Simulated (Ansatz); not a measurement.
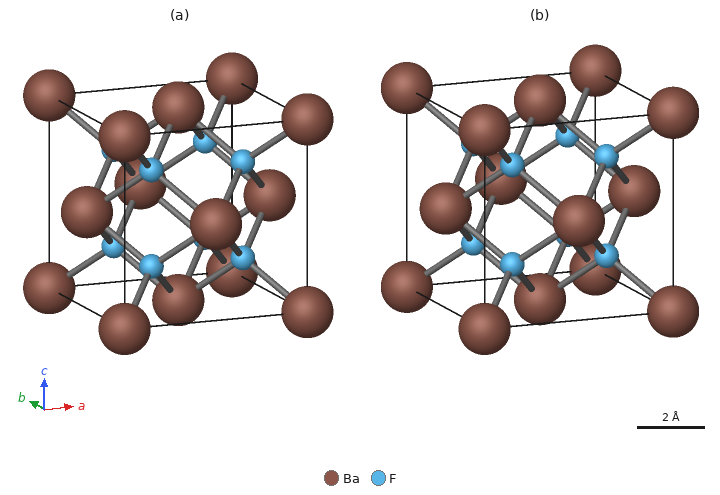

Left: a symmetric starting cell of BaF₂ (made from another compound by putting Ba in place of Ca). Right: the same structure after one change, at the same scale. A ball-and-stick model of the conventional cell (4 times the calculation's cell), seen slightly off an axis. Lengths and directions refer to the drawn axes.

The calculation used Ansatz, DFT PBE, scalar-relativistic, plane waves, PAW. Settings: plane-wave cutoff 420 eV; k-point mesh 6 × 6 × 6; occupations gaussian; smearing width 0.02 eV; no spin polarisation.

### What was changed?

All lengths are scaled by +3.1 % (volume +9.7 %), the atoms keeping their fractional coordinates. No relaxation follows. The starting cell wasn't computed here and needn't be at equilibrium, so pressure and forces aren't due to the change alone.

### And its effect?

Near-neighbour distances before and after: Ba–F 2.556 → 2.636 Å. The space group stays Fm-3m (No. 225). The pressure is 5.0 GPa (not all of it need come from the change, since the unchanged cell can be under pressure at this level too). All forces vanish by symmetry.
